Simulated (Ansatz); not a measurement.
Consider SnO.

Input

```
crystal:
  lattice:
    - [3.1207858608, 0.0, 0.0]
    - [0.0, 3.1207858608, 0.0]
    - [0.0, 0.0, 3.1207858608]
  atoms:
    - { symbol: Sn, position: [0.0, 0.0, 0.0] }
    - { symbol: O, position: [0.5, 0.5, 0.5] }
kpoints:
  mp_grid: { grid: [6, 6, 6] }
  band_path:
    path:
      - [0.0, 0.0, 0.0]
      - [0.0, 0.5, 0.0]
      - [0.5, 0.5, 0.0]
      - [0.5, 0.5, 0.5]
      - [0.0, 0.125, -0.5]
    npoints: 1
hamiltonian:
  xc: hse06
scf:
  occupations: { method: fermi_dirac, width: 0.02 }
  n_extra_bands: 4
output:
  forces: true
  stress: true
  eigenvalues: true
  write_density: true
  write_potential: true
  elf: true
  volumetric_format: npy
```

Launched as:

```sh
ansatz run input.yaml --threads 4 --pin off --max-ram 3686MiB --backend cpu --events-out ev --progress --plain --runs-dir out
```

Below, planes, directions and counts refer to the conventional cell (a = 3.12 Å, b = 3.12 Å, c = 3.12 Å, α = 90.00°, β = 90.00°, γ = 90.00°).

Space group Pm-3m; started from the CsCl prototype, which need not be the ambient phase; changed on purpose from its base cell (hydrostatic strain +0.6%); computed pressure about −3 GPa in this cell.

Computed with Ansatz 0.2.0, DFT, HSE06, plane waves, PAW.

What will maps of the valence pseudo-density and electron localisation function show?

Sn–O (2.70 Å): the density is about 0.2 e/Å³ at the midpoint; the ELF is about 0.15 at the midpoint: no localised pair shows between them.

Does the calculation make it a metal, or give it a gap?

It is gapped, with a Kohn–Sham gap of 0.40 eV on the k-point mesh (the band edges may lie off the mesh, which would make the gap smaller).

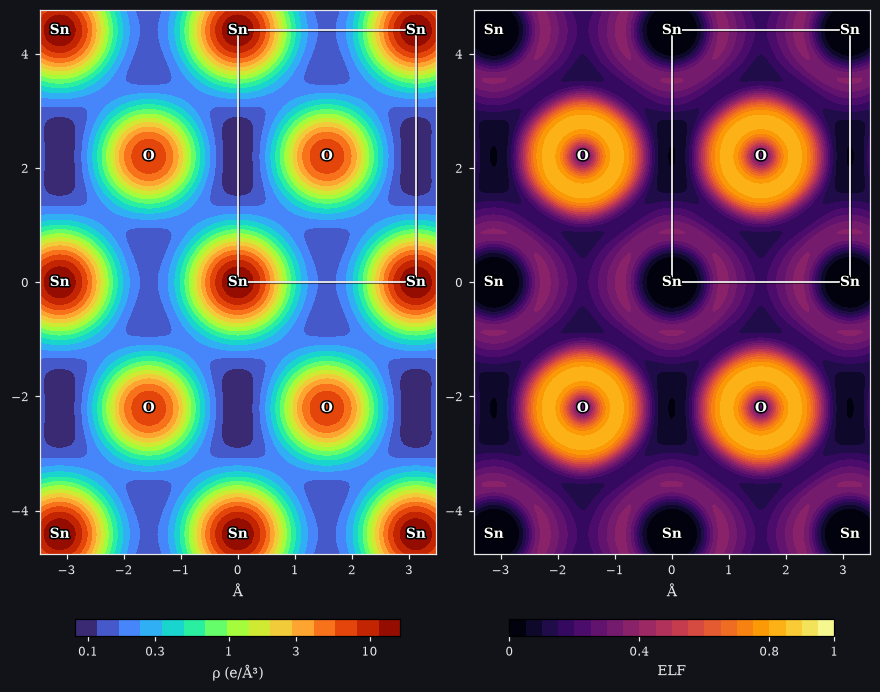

Computed valence pseudo-density and electron localisation function on the (101) plane of the conventional cell, in this order. 

Core electrons are frozen (PAW), and the valence fields are smoothed inside the atomic spheres.
